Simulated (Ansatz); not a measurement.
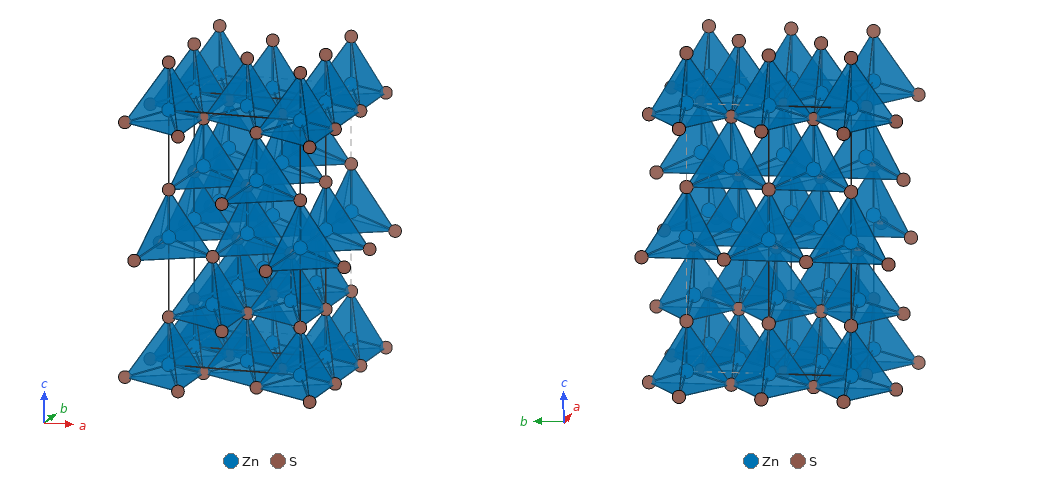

Polyhedra are drawn about Zn (bonds: S–Zn below 2.6 Å); other atoms are plain spheres. Two views of the same piece.

System ZnS; source of the atomic positions: the end point of a relaxation with Ansatz, DFT LDA, scalar-relativistic, plane waves, PAW.

What figure surrounds each Zn atom, and what does it share with the other drawn polyhedra?

Zn: ZnS4 tetrahedron, sharing corners with twelve neighbours.

What is the connectivity of the polyhedra: isolated, groups, chains, layers or framework?

They form a three-dimensional framework of corner-sharing tetrahedra.
